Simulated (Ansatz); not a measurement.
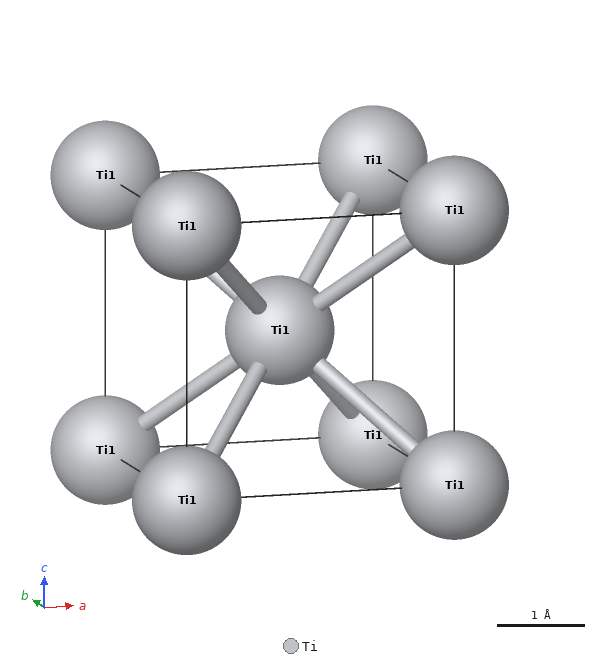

Reference structure: crystalline Ti (set up in Im-3m). A ball-and-stick model of the conventional cell (2 times the calculation's cell), seen slightly off an axis. Lengths and directions refer to the drawn axes.

Method: Ansatz, DFT r2SCAN, scalar-relativistic, plane waves, PAW. Set-up: plane-wave cutoff 500 eV; occupations gaussian; smearing width 0.1 eV; no spin polarisation. The k-mesh is chosen for each cell (18×18×18, 16×16×16).

Now this is done to it. Every titanium atom is replaced by lead, which gives Pb. Cell and atoms are relaxed again (to zero pressure within 0.1 GPa, forces under 0.01 eV/Å).

The input:
```yaml
crystal:
  lattice:
    - [-1.979293109, 1.979293109, 1.979293109]
    - [1.979293109, -1.979293109, 1.979293109]
    - [1.979293109, 1.979293109, -1.979293109]
  atoms:
    - { symbol: Pb, position: [0.0, 0.0, 0.0] }
basis:
  ecutwfc: 500
kpoints:
  mp_grid: { grid: [16, 16, 16] }
hamiltonian:
  xc: r2scan
scf:
  occupations: { method: gaussian, width: 0.1 }
output:
  forces: true
  stress: true
  eigenvalues: true
relax:
  adjacent_minimum: "off"
  f_tol: 0.01
  max_steps: 60
  cell: { stress_tol: 0.1 }
```

Command:
```bash
ansatz run input.yaml --threads 1 --pin off --max-ram 2560MiB --backend cpu --events-out ev --progress --plain --runs-dir out
```

**What does the calculation give for the changed structure?**

The volume per atom goes from 17.19 to 31.02 Å³. The drawn cell changes as follows: a = b = c 3.252 → 3.959 Å (+21.7 %); the volume changes by +80.4 %. The space group stays Im-3m (No. 229).

Drawn alike, the variant:

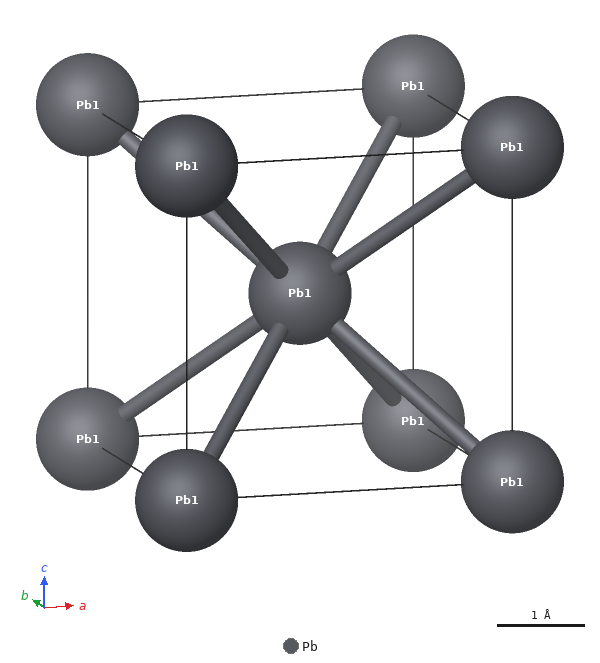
